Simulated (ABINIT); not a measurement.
Phonon calculation of MnS (part 3 of 3)

The same run, continued: MnS (F-43m, 2 atoms in the cell); Kohn-Sham DFT of a periodic cell, LDA, PseudoDojo NC SR LDA v0.4.1 standard, spin-polarised (ABINIT 10.8.3); cutoff 1251.72 eV, 4×4×4 k-mesh, fermi-dirac of 0.05 eV, collinear spins. The structure derives from a Materials Project entry.

Geometry of the input (Å; fractional positions):
```
0.0000  2.4735  2.4735
2.4735  0.0000  2.4735
2.4735  2.4735  0.0000
Mn 0.0000  0.0000  0.0000
S  0.7500  0.7500  0.7500
```

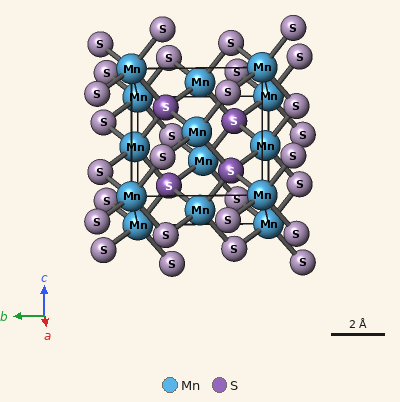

Fig. 1: The structure as given in the input (ball-and-stick view of the cell 4 times as large as that of the calculation, set on its symmetry axes, seen at an oblique angle; neighbours outside the cell are drawn fainter). An atom can appear more than once, as a periodic image.

**What the program printed, continued**
```
 Exchange-correlation functional for the present dataset will be:
  LDA: Perdew-Wang 92 LSD fit to Ceperley-Alder data - ixc=7
  J.P.Perdew and Y.Wang, PRB 45, 13244 (1992)

 Real(R)+Recip(G) space primitive vectors, cartesian coordinates (Bohr,Bohr^-1):
 R(1)=  0.0000000  4.6741684  4.6741684  G(1)= -0.1069709  0.1069709  0.1069709
 R(2)=  4.6741684  0.0000000  4.6741684  G(2)=  0.1069709 -0.1069709  0.1069709
 R(3)=  4.6741684  4.6741684  0.0000000  G(3)=  0.1069709  0.1069709 -0.1069709
 Unit cell volume ucvol=  2.0424107E+02 bohr^3
 Angles (23,13,12)=  6.00000000E+01  6.00000000E+01  6.00000000E+01 degrees
 setup1 : take into account q-point for computing boxcut.

 getcut: wavevector=  0.0000  0.0000  0.0000  ngfft=  45  45  45
         ecut(hartree)=     46.000   => boxcut(ratio)=   2.18016
--------------------------------------------------------------------------------

 ==>  initialize data related to q vector <==

 The list of irreducible perturbations for this q vector is:
    1)    idir= 1    ipert=   1
    2)    idir= 1    ipert=   2

================================================================================

 The perturbation idir=   2  ipert=   1 is
 symmetric of a previously calculated perturbation.
 So, its SCF calculation is not needed.

 The perturbation idir=   3  ipert=   1 is
 symmetric of a previously calculated perturbation.
 So, its SCF calculation is not needed.

 The perturbation idir=   2  ipert=   2 is
 symmetric of a previously calculated perturbation.
 So, its SCF calculation is not needed.

 The perturbation idir=   3  ipert=   2 is
 symmetric of a previously calculated perturbation.
 So, its SCF calculation is not needed.

--------------------------------------------------------------------------------
 Perturbation wavevector (in red.coord.)   0.000000  0.000000  0.000000
 Perturbation : displacement of atom   1   along direction   1
 Found     2 symmetries that leave the perturbation invariant.
 symkpt : the number of k-points, thanks to the symmetries,
 is reduced to    72 .

--------------------------------------------------------------------------------

--------------------------------------------------------------------------------

 dfpt_looppert : total number of electrons, from k and k+q
  fully or partially occupied states are    2.100000E+01 and    2.100000E+01.
 Initialisation of the first-order wave-functions :
  ireadwf=   0

--- !BeginCycle
iteration_state: {dtset: 2, }
solver: {iscf: 7, nstep: 80, nline: 4, wfoptalg: 0, }
tolerances: {tolvrs: 1.00E-08, }
...

     iter   2DEtotal(Ha)        deltaE(Ha) residm    vres2    difmagsph maxmagsph
-ETOT  1   34.514542225512     -1.081E+04 4.453E+01 1.027E+05 2.476E-04 2.476E-04
 ETOT  2   8.2728346522961     -2.624E+01 8.124E-02 8.373E+03 2.102E-04 3.745E-05
 ETOT  3   6.6537019659097     -1.619E+00 5.295E-03 6.466E+02 2.256E-04 2.306E-04
 ETOT  4   6.5666334552132     -8.707E-02 5.697E-04 1.020E+02 8.894E-04 6.587E-04
 ETOT  5   6.5526583593544     -1.398E-02 1.371E-04 2.483E+01 3.172E-03 2.513E-03
 ETOT  6   6.5564251485046      3.767E-03 2.028E-05 5.681E+01 7.222E-03 4.708E-03
 ETOT  7   6.5482559669160     -8.169E-03 3.153E-06 1.469E+00 5.333E-03 6.253E-04
 ETOT  8   6.5479640044593     -2.920E-04 7.058E-07 4.659E-02 6.235E-04 2.964E-06
 ETOT  9   6.5479444937025     -1.951E-05 7.341E-08 6.241E-03 1.482E-05 1.665E-05
 ETOT 10   6.5479417152872     -2.778E-06 1.052E-08 2.166E-04 6.949E-06 9.705E-06
 ETOT 11   6.5479416261276     -8.916E-08 1.510E-09 7.582E-06 3.776E-06 5.928E-06
 ETOT 12   6.5479416238411     -2.286E-09 1.810E-10 4.384E-07 1.895E-06 4.033E-06
 ETOT 13   6.5479416240048      1.637E-10 1.320E-11 5.288E-08 1.500E-06 2.534E-06
 ETOT 14   6.5479416240412      3.638E-11 1.752E-12 1.121E-08 7.157E-07 1.818E-06
 ETOT 15   6.5479416240612      2.001E-11 1.264E-13 2.476E-09 5.710E-07 1.247E-06

 At SCF step   15       vres2   =  2.48E-09 < tolvrs=  1.00E-08 =>converged.
 Integrated electronic and magnetization densities in atomic spheres:
 ------------------------------------------------------------------------------------------------------------
 Radius=ratsph(iatom), smearing ratsm=  0.0000. Diff(up-dn)=approximate z local magnetic moment.
    Atom    Radius    up_density   dn_density  Total(up+dn)  Diff(up-dn)
    1 Mn   2.00000    -0.000001     0.000001      0.000000    -0.000001
    2  S   2.00000     0.000000    -0.000000     -0.000000     0.000000
 ------------------------------------------------------------------------------------------------------------
  Sum:                -0.000001     0.000001      0.000000    -0.000001
 Total magnetization (from the atomic spheres):               -0.000001
 Total magnetization (exact up - dn):                         -0.000001

================================================================================

 ----iterations are completed or convergence reached----

 Mean square residual over all n,k,spin=   84.432E-17; max=  12.644E-14

 2DEtotal=    0.6547941624E+01 Ha. Also 2DEtotal=    0.178178568648E+03 eV
    (2DErelax=   -1.0833520167E+04 Ha. 2DEnonrelax=    1.0840068109E+04 Ha)
    (  non-var. 2DEtotal :    6.5479505692E+00 Ha)

--------------------------------------------------------------------------------
 Perturbation wavevector (in red.coord.)   0.000000  0.000000  0.000000
 Perturbation : displacement of atom   2   along direction   1
 Found     2 symmetries that leave the perturbation invariant.
 symkpt : the number of k-points, thanks to the symmetries,
 is reduced to    72 .

--------------------------------------------------------------------------------

--------------------------------------------------------------------------------

 dfpt_looppert : total number of electrons, from k and k+q
  fully or partially occupied states are    2.100000E+01 and    2.100000E+01.
 Initialisation of the first-order wave-functions :
  ireadwf=   0

--- !BeginCycle
iteration_state: {dtset: 2, }
solver: {iscf: 7, nstep: 80, nline: 4, wfoptalg: 0, }
tolerances: {tolvrs: 1.00E-08, }
...

     iter   2DEtotal(Ha)        deltaE(Ha) residm    vres2    difmagsph maxmagsph
-ETOT  1   8.4538250935986     -3.006E+02 2.876E+00 1.609E+04 1.849E-05 1.849E-05
 ETOT  2   6.8803594702169     -1.573E+00 1.180E-01 2.260E+03 2.201E-05 1.584E-05
 ETOT  3   6.6062712465552     -2.741E-01 3.167E-03 3.882E+02 7.906E-05 6.322E-05
 ETOT  4   6.5504791373369     -5.579E-02 7.110E-04 1.579E+01 3.227E-04 2.595E-04
 ETOT  5   6.5483094042083     -2.170E-03 7.748E-05 3.362E+00 1.239E-03 9.797E-04
 ETOT  6   6.5480328497866     -2.766E-04 2.108E-06 2.823E+00 2.035E-03 1.055E-03
 ETOT  7   6.5476602416577     -3.726E-04 1.854E-07 2.184E-01 1.284E-03 2.294E-04
 ETOT  8   6.5476111987340     -4.904E-05 4.844E-08 3.396E-03 2.388E-04 9.423E-06
 ETOT  9   6.5476104958388     -7.029E-07 2.207E-08 3.006E-04 6.681E-06 2.742E-06
 ETOT 10   6.5476104242857     -7.155E-08 1.164E-09 1.867E-05 6.336E-07 2.109E-06
 ETOT 11   6.5476104204796     -3.806E-09 2.710E-10 5.729E-07 7.901E-07 1.318E-06
 ETOT 12   6.5476104203823     -9.732E-11 1.778E-11 9.505E-08 4.084E-07 9.100E-07
 ETOT 13   6.5476104203634     -1.887E-11 2.479E-12 1.355E-08 3.330E-07 5.771E-07
 ETOT 14   6.5476104203648      1.364E-12 1.646E-13 3.642E-09 1.948E-07 3.822E-07

 At SCF step   14       vres2   =  3.64E-09 < tolvrs=  1.00E-08 =>converged.
 Integrated electronic and magnetization densities in atomic spheres:
 ------------------------------------------------------------------------------------------------------------
 Radius=ratsph(iatom), smearing ratsm=  0.0000. Diff(up-dn)=approximate z local magnetic moment.
    Atom    Radius    up_density   dn_density  Total(up+dn)  Diff(up-dn)
    1 Mn   2.00000    -0.000000     0.000000     -0.000000    -0.000000
    2  S   2.00000     0.000000    -0.000000      0.000000     0.000000
 ------------------------------------------------------------------------------------------------------------
  Sum:                -0.000000     0.000000     -0.000000    -0.000000
 Total magnetization (from the atomic spheres):               -0.000000
 Total magnetization (exact up - dn):                         -0.000000

================================================================================

 ----iterations are completed or convergence reached----

 Mean square residual over all n,k,spin=   12.857E-16; max=  16.459E-14

 2DEtotal=    0.6547610420E+01 Ha. Also 2DEtotal=    0.178169556137E+03 eV
    (2DErelax=   -3.0251286083E+02 Ha. 2DEnonrelax=    3.0906047125E+02 Ha)
    (  non-var. 2DEtotal :    6.5476108833E+00 Ha)

================================================================================

 ---- first-order wavefunction calculations are completed ----

 ==> Compute Derivative Database <==

  Dynamical matrix, in cartesian coordinates,
   if specified in the inputs, asr has been imposed
     j1       j2             matrix element
  dir pert dir pert     real part    imaginary part

   1    1   1    1         0.1498457247        -0.0000000000
   1    1   1    2        -0.1498457247         0.0000000000

   2    1   2    1         0.1498457247         0.0000000000
   2    1   2    2        -0.1498457247        -0.0000000000

   3    1   3    1         0.1498457247         0.0000000000
   3    1   3    2        -0.1498457247        -0.0000000000

   1    2   1    1        -0.1498456325        -0.0000000000
   1    2   1    2         0.1498456325         0.0000000000

   2    2   2    1        -0.1498456325         0.0000000000
   2    2   2    2         0.1498456325        -0.0000000000

   3    2   3    1        -0.1498456325         0.0000000000
   3    2   3    2         0.1498456325        -0.0000000000

  Phonon wavevector (reduced coordinates) :  0.00000  0.00000  0.00000
 Phonon energies in Hartree :
   0.000000E+00  0.000000E+00  0.000000E+00  2.014897E-03  2.014897E-03
   2.014897E-03
 Phonon frequencies in cm-1    :
   0.000000E+00  0.000000E+00  0.000000E+00  4.422187E+02  4.422187E+02
   4.422187E+02

== END DATASET(S) ==============================================================
================================================================================

 -outvars: echo values of variables after computation  --------
            acell      6.6102724026E+00  6.6102724026E+00  6.6102724026E+00 Bohr
           etotal1    -1.1989149821E+02
           etotal2     6.5476104204E+00
            fcart1    -0.0000000000E+00 -0.0000000000E+00 -0.0000000000E+00
                      -0.0000000000E+00 -0.0000000000E+00 -0.0000000000E+00
            fcart2     0.0000000000E+00  0.0000000000E+00  0.0000000000E+00
                       0.0000000000E+00  0.0000000000E+00  0.0000000000E+00
            rprim      0.0000000000E+00  7.0710678120E-01  7.0710678120E-01
                       7.0710678120E-01  0.0000000000E+00  7.0710678120E-01
                       7.0710678120E-01  7.0710678120E-01  0.0000000000E+00
           strten1     2.4286199343E-04  2.4286199343E-04  2.4286199343E-04
                       0.0000000000E+00  0.0000000000E+00  0.0000000000E+00
           strten2     0.0000000000E+00  0.0000000000E+00  0.0000000000E+00
                       0.0000000000E+00  0.0000000000E+00  0.0000000000E+00
           xangst      0.0000000000E+00  0.0000000000E+00  0.0000000000E+00
                       3.7101951262E+00  3.7101951262E+00  3.7101951262E+00
             xred      0.0000000000E+00  0.0000000000E+00  0.0000000000E+00
                       7.5000000000E-01  7.5000000000E-01  7.5000000000E-01
 Calculation completed.
```

**File anaddb.abo**
```
.Version 10.8.3 of ANADDB
================================================================================

 -outvars_anaddb: echo values of input variables ----------------------

 Miscellaneous information :
       eivec         1
         asr         2
      chneut         0
 First list of wavevector (reduced coord.) :
       nph1l         1
       qph1l
                     0.00000000E+00  0.00000000E+00  0.00000000E+00    1.000E+00

================================================================================

 read the DDB information and perform some checks

  ==== Info on the Cryst% object ====
 Real(R)+Recip(G) space primitive vectors, cartesian coordinates (Bohr,Bohr^-1):
 R(1)=  0.0000000  4.6741684  4.6741684  G(1)= -0.1069709  0.1069709  0.1069709
 R(2)=  4.6741684  0.0000000  4.6741684  G(2)=  0.1069709 -0.1069709  0.1069709
 R(3)=  4.6741684  4.6741684  0.0000000  G(3)=  0.1069709  0.1069709 -0.1069709
 Unit cell volume ucvol=  2.0424107E+02 bohr^3
 Angles (23,13,12)=  6.00000000E+01  6.00000000E+01  6.00000000E+01 degrees
 Time-reversal symmetry is present
 Reduced atomic positions [iatom, xred, symbol]:
    1)    0.0000000  0.0000000  0.0000000  Mn
    2)    0.7500000  0.7500000  0.7500000   S

 DDB file with 3 blocks has been read.

================================================================================

 Treat the first list of vectors

  Phonon wavevector (reduced coordinates) :  0.00000  0.00000  0.00000
 Phonon energies in Hartree :
   0.000000E+00  0.000000E+00  0.000000E+00  2.014897E-03  2.014897E-03
   2.014897E-03
 Phonon frequencies in cm-1    :
   0.000000E+00  0.000000E+00  0.000000E+00  4.422187E+02  4.422187E+02
   4.422187E+02

 Eigendisplacements
 (will be given, for each mode : in cartesian coordinates
   for each atom the real part of the displacement vector,
   then the imaginary part of the displacement vector - absolute values smaller than 1.0d-7 are set to zero)
  Mode number    1   Energy    0.000000E+00
 Attention : low frequency mode.
   (Could be unstable or acoustic mode)
   1  0.00000000E+00  0.00000000E+00 -2.51101996E-03
      0.00000000E+00  0.00000000E+00  0.00000000E+00
   2  0.00000000E+00  0.00000000E+00 -2.51102073E-03
      0.00000000E+00  0.00000000E+00  0.00000000E+00
  Mode number    2   Energy    0.000000E+00
 Attention : low frequency mode.
   (Could be unstable or acoustic mode)
   1  0.00000000E+00  2.51101995E-03  0.00000000E+00
      0.00000000E+00  0.00000000E+00  0.00000000E+00
   2  0.00000000E+00  2.51102073E-03  0.00000000E+00
      0.00000000E+00  0.00000000E+00  0.00000000E+00
  Mode number    3   Energy    0.000000E+00
 Attention : low frequency mode.
   (Could be unstable or acoustic mode)
   1  2.51101996E-03  0.00000000E+00  0.00000000E+00
      0.00000000E+00  0.00000000E+00  0.00000000E+00
   2  2.51102073E-03  0.00000000E+00  0.00000000E+00
      0.00000000E+00  0.00000000E+00  0.00000000E+00
  Mode number    4   Energy    2.014897E-03
   1  0.00000000E+00  0.00000000E+00  1.91838634E-03
      0.00000000E+00  0.00000000E+00  0.00000000E+00
   2  0.00000000E+00 -1.26417617E-07 -3.28673274E-03
      0.00000000E+00  0.00000000E+00  0.00000000E+00
  Mode number    5   Energy    2.014897E-03
   1  4.94106676E-07 -1.91838627E-03  0.00000000E+00
      0.00000000E+00  0.00000000E+00  0.00000000E+00
   2 -8.46543033E-07  3.28673263E-03 -1.26394166E-07
      0.00000000E+00  0.00000000E+00  0.00000000E+00
  Mode number    6   Energy    2.014897E-03
   1  1.91838627E-03  4.94104632E-07  0.00000000E+00
      0.00000000E+00  0.00000000E+00  0.00000000E+00
   2 -3.28673263E-03 -8.46539532E-07  0.00000000E+00
      0.00000000E+00  0.00000000E+00  0.00000000E+00

 Analysis of degeneracies and characters (maximum tolerance=1.00E-06 a.u.)
 For each vibration mode, or group of modes if degenerate,
 the characters are given for each symmetry operation (see the list in the log file).
 Symmetry characters of vibration mode #   1
       degenerate with vibration modes #   2 to    3
  3.0 -1.0 -1.0 -1.0  1.0 -1.0  1.0 -1.0 -0.0  0.0 -0.0  0.0  1.0 -1.0 -1.0  1.0
 -0.0 -0.0  0.0  0.0  1.0  1.0 -1.0 -1.0
 Symmetry characters of vibration mode #   4
       degenerate with vibration modes #   5 to    6
  3.0 -1.0 -1.0 -1.0  1.0 -1.0  1.0 -1.0 -0.0  0.0 -0.0  0.0  1.0 -1.0 -1.0  1.0
 -0.0 -0.0  0.0  0.0  1.0  1.0 -1.0 -1.0

================================================================================

 anaddb : the run completed successfully.
```

**Results in brief**

```tsv
quantity	value
outcome	converged
space group (tolerance 0.01 Å)	F-43m (216)
electrons treated	21
free energy	−3262.4139 eV
Fermi energy	8.103 eV
net moment of the cell	−0.33 μB
pressure	−7.15 GPa
largest force (length of the vector)	under 0.001 eV/Å
hardware	4 threads of Intel Xeon (Granite Rapids), 128 GiB of memory available, shared host
wall time	3 min (CPU time 12 min)
peak memory	0.84 GiB
```

**Remarks**

Points of doubt noted for this run: k mesh coarse for metal response. The k-point mesh is coarse for a cell of this size, so the results may not be converged.
